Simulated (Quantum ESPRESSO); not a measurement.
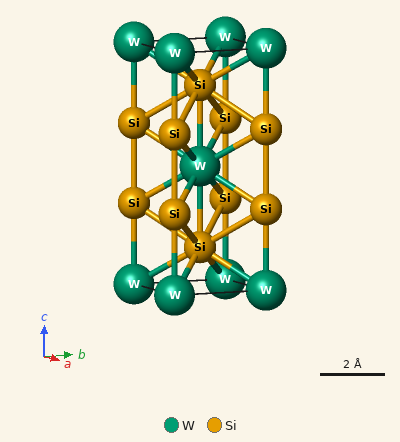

The input geometry (ball-and-stick view of the cell 2 times as large as that of the calculation, set on its symmetry axes, seen slightly off an axis). An atom can appear more than once, as a periodic image. Near neighbours in the periodic cell (some may lie outside the picture): W has 10 Si at 2.56 to 2.57 Å; Si has 5 Si at 2.54 to 2.58 Å and 5 W at 2.56 to 2.57 Å.

# Run report: WSi2, single-point calculation

WSi2 (3 atoms in the cell), computed with Kohn-Sham DFT of a periodic cell, LDA, GBRV 1.5 LDA, no spin polarisation (Quantum ESPRESSO 7.5).

The structure derives from an entry of the Crystallography Open Database. The volume is scaled by 0.94.

### The input
```
&CONTROL
  calculation = 'scf'
  prefix = 'pwscf'
  outdir = './tmp'
  pseudo_dir = './pseudo'
  tstress = .true.
  disk_io = 'nowf'
/
&SYSTEM
  ibrav = 0
  nat = 3
  ntyp = 2
  ecutwfc = 56
  ecutrho = 448
  nbnd = 18
  occupations = 'smearing'
  smearing = 'fd'
  degauss = 0.00367493
/
&ELECTRONS
  conv_thr = 6d-10
  electron_maxstep = 120
  mixing_beta = 0.5
/
ATOMIC_SPECIES
W    183.8400 w_lda_v1.2.uspp.F.UPF
Si    28.0850 si_lda_v1.uspp.F.UPF
CELL_PARAMETERS angstrom
  -1.5740969181    1.5740969181    3.8350306363
   1.5740969181   -1.5740969181    3.8350306363
   1.5740969181    1.5740969181   -3.8350306363
ATOMIC_POSITIONS crystal
W      0.0000000000    0.0000000000    0.0000000000
Si     0.6653000000    0.6653000000    0.0000000000
Si     0.3347000000    0.3347000000    0.0000000000
K_POINTS automatic
12 12 12 0 0 0
```

Launched with:
```bash
OMP_NUM_THREADS=1 mpirun -n 2 pw.x -nk 2 -in pw.in > pw.out
```

### The program's output
```
This program is part of the open-source Quantum ESPRESSO suite
     for quantum simulation of materials; please cite
         "P. Giannozzi et al., J. Phys.:Condens. Matter 21 395502 (2009);
         "P. Giannozzi et al., J. Phys.:Condens. Matter 29 465901 (2017);
         "P. Giannozzi et al., J. Chem. Phys. 152 154105 (2020);
          URL
     in publications or presentations arising from this work. More details at

     Message from routine setup:
     using ibrav=0 with symmetry is DISCOURAGED, use correct ibrav instead

     K-points division:     npool     =       2
     Subspace diagonalization in iterative solution of the eigenvalue problem:
     a serial algorithm will be used

     G-vector sticks info
     --------------------
     sticks:   dense  smooth     PW     G-vecs:    dense   smooth      PW
     Sum        2169    1075    389                41017    14463    3125

     Using Slab Decomposition

     bravais-lattice index     =            0
     lattice parameter (alat)  =       8.3796  a.u.
     unit-cell volume          =     256.5006 (a.u.)^3
     number of atoms/cell      =            3
     number of atomic types    =            2
     number of electrons       =        22.00
     number of Kohn-Sham states=           18
     kinetic-energy cutoff     =      56.0000  Ry
     charge density cutoff     =     448.0000  Ry
     scf convergence threshold =      6.0E-10
     mixing beta               =       0.5000
     number of iterations used =            8  plain     mixing
     Exchange-correlation= SLA  PZ   NOGX NOGC
                           (   1   1   0   0   0   0   0)

     celldm(1)=   8.379614  celldm(2)=   0.000000  celldm(3)=   0.000000
     celldm(4)=   0.000000  celldm(5)=   0.000000  celldm(6)=   0.000000

     crystal axes: (cart. coord. in units of alat)
               a(1) = (  -0.354982   0.354982   0.864856 )
               a(2) = (   0.354982  -0.354982   0.864856 )
               a(3) = (   0.354982   0.354982  -0.864856 )

     reciprocal axes: (cart. coord. in units 2 pi/alat)
               b(1) = ( -0.000000  1.408522  0.578131 )
               b(2) = (  1.408522 -0.000000  0.578131 )
               b(3) = (  1.408522  1.408522  0.000000 )

     PseudoPot. # 1 for W  read from file:
     w_lda_v1.2.uspp.F.UPF
     Pseudo is Ultrasoft + core correction, Zval = 14.0
     Generated by new atomic code, or converted to UPF format
     Using radial grid of  923 points,  8 beta functions with:
                l(1) =   0
                l(2) =   0
                l(3) =   0
                l(4) =   1
                l(5) =   1
                l(6) =   2
                l(7) =   2
                l(8) =   3
     Q(r) pseudized with  6 coefficients,  rinner =    1.350   1.350   1.350
                                                       1.350   1.350   1.350
                                                       1.350

     PseudoPot. # 2 for Si read from file:
     si_lda_v1.uspp.F.UPF
     Pseudo is Ultrasoft + core correction, Zval =  4.0
     Generated by new atomic code, or converted to UPF format
     Using radial grid of  899 points,  6 beta functions with:
                l(1) =   0
                l(2) =   0
                l(3) =   1
                l(4) =   1
                l(5) =   2
                l(6) =   2
     Q(r) pseudized with  8 coefficients,  rinner =    0.900   0.900   0.900
                                                       0.900   0.900

     atomic species   valence    mass     pseudopotential
     W                14.00   183.84000     W ( 1.00)
     Si                4.00    28.08500     Si( 1.00)

     16 Sym. Ops., with inversion, found

   Cartesian axes

     site n.     atom                  positions (alat units)
         1        W      tau(   1) = (   0.0000000   0.0000000   0.0000000  )
         2        Si     tau(   2) = (   0.0000000   0.0000000   1.1507771  )
         3        Si     tau(   3) = (   0.0000000   0.0000000   0.5789345  )

     number of k points=   163  Fermi-Dirac smearing, width (Ry)=  0.0037

     Number of k-points >= 100: set verbosity='high' to print them.

     Dense  grid:    41017 G-vectors     FFT dimensions: (  60,  60,  60)

     Smooth grid:    14463 G-vectors     FFT dimensions: (  40,  40,  40)

     Initial potential from superposition of free atoms

     starting charge      21.8985, renormalised to      22.0000

     negative rho (up, down):  5.980E-02 0.000E+00
     Starting wfcs are   21 randomized atomic wfcs

     Self-consistent Calculation

     iteration #  1     ecut=    56.00 Ry     beta= 0.50
     Davidson diagonalization with overlap
     ethr =  1.00E-02,  avg # of iterations =  4.4

     Threshold (ethr) on eigenvalues was too large:
     Diagonalizing with lowered threshold

     Davidson diagonalization with overlap
     ethr =  1.81E-04,  avg # of iterations =  2.7

     negative rho (up, down):  6.243E-02 0.000E+00

     total energy              =    -178.58837835 Ry
     estimated scf accuracy    <       0.04109374 Ry

     iteration #  2     ecut=    56.00 Ry     beta= 0.50
     Davidson diagonalization with overlap
     ethr =  1.87E-04,  avg # of iterations =  1.6

     negative rho (up, down):  6.465E-02 0.000E+00

     total energy              =    -178.58884837 Ry
     estimated scf accuracy    <       0.00696175 Ry

     iteration #  3     ecut=    56.00 Ry     beta= 0.50
     Davidson diagonalization with overlap
     ethr =  3.16E-05,  avg # of iterations =  2.3

     negative rho (up, down):  6.527E-02 0.000E+00

     total energy              =    -178.58936914 Ry
     estimated scf accuracy    <       0.00243459 Ry

     iteration #  4     ecut=    56.00 Ry     beta= 0.50
     Davidson diagonalization with overlap
     ethr =  1.11E-05,  avg # of iterations =  2.2

     negative rho (up, down):  6.554E-02 0.000E+00

     total energy              =    -178.58980220 Ry
     estimated scf accuracy    <       0.00007384 Ry

     iteration #  5     ecut=    56.00 Ry     beta= 0.50
     Davidson diagonalization with overlap
     ethr =  3.36E-07,  avg # of iterations =  4.1

     negative rho (up, down):  6.541E-02 0.000E+00

     total energy              =    -178.58982503 Ry
     estimated scf accuracy    <       0.00000498 Ry

     iteration #  6     ecut=    56.00 Ry     beta= 0.50
     Davidson diagonalization with overlap
     ethr =  2.26E-08,  avg # of iterations =  2.4

     negative rho (up, down):  6.538E-02 0.000E+00

     total energy              =    -178.58982573 Ry
     estimated scf accuracy    <       0.00000010 Ry

     iteration #  7     ecut=    56.00 Ry     beta= 0.50
     Davidson diagonalization with overlap
     ethr =  4.35E-10,  avg # of iterations =  3.9

     negative rho (up, down):  6.536E-02 0.000E+00

     total energy              =    -178.58982576 Ry
     estimated scf accuracy    <          6.8E-09 Ry

     iteration #  8     ecut=    56.00 Ry     beta= 0.50
     Davidson diagonalization with overlap
     ethr =  3.08E-11,  avg # of iterations =  2.2

     negative rho (up, down):  6.536E-02 0.000E+00

     End of self-consistent calculation

     Number of k-points >= 100: set verbosity='high' to print the bands.

     the Fermi energy is    17.6834 ev

!    total energy              =    -178.58982576 Ry
     estimated scf accuracy    <          1.0E-10 Ry
     smearing contrib. (-TS)   =      -0.00013119 Ry
     internal energy E=F+TS    =    -178.58969457 Ry

     The total energy is F=E-TS. E is the sum of the following terms:
     one-electron contribution =     -26.85356397 Ry
     hartree contribution      =      26.41352128 Ry
     xc contribution           =     -50.26180093 Ry
     ewald contribution        =    -127.88785094 Ry

     convergence has been achieved in   8 iterations

     Computing stress (Cartesian axis) and pressure

     negative rho (up, down):  6.536E-02 0.000E+00
          total   stress  (Ry/bohr**3)                   (kbar)     P=       99.02
   0.00062690  -0.00000000   0.00000000           92.22       -0.00        0.00
   0.00000000   0.00062690   0.00000000            0.00       92.22        0.00
   0.00000000  -0.00000000   0.00076559            0.00       -0.00      112.62

=------------------------------------------------------------------------------=
   JOB DONE.
=------------------------------------------------------------------------------=
```

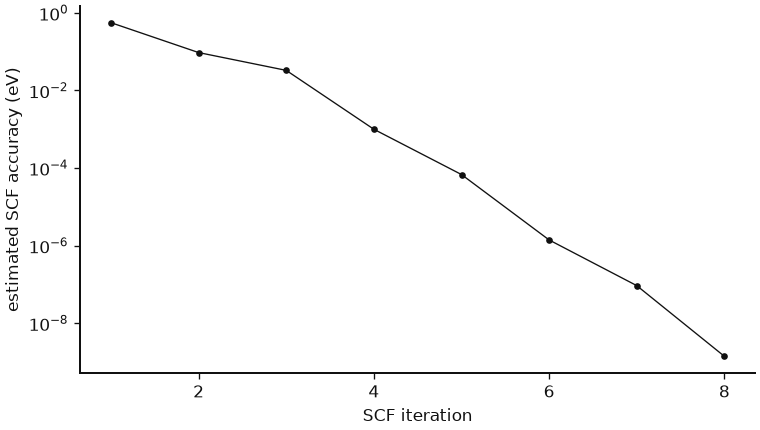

Convergence of the self-consistent field: estimated SCF accuracy against the iteration. The field takes 8 iterations in all.

### Results in brief

```csv
quantity,value
outcome,converged
space group (tolerance 0.01 Å),I4/mmm (139)
electrons treated,22
free energy,−2429.8384 eV
Fermi energy,17.683 eV
gap on the k-point mesh,none (metallic)
pressure,9.90 GPa
hardware,"2 threads of Intel Xeon (Sapphire Rapids), 16 GiB of memory available, shared host"
wall time,47 s (CPU time 93 s)
peak memory,0.48 GiB
```

Notes on the run: negative rho. Spin–orbit coupling is left out, which matters for W. The cell is under a pressure of 9.9 GPa at this level, so it is not at its equilibrium volume.
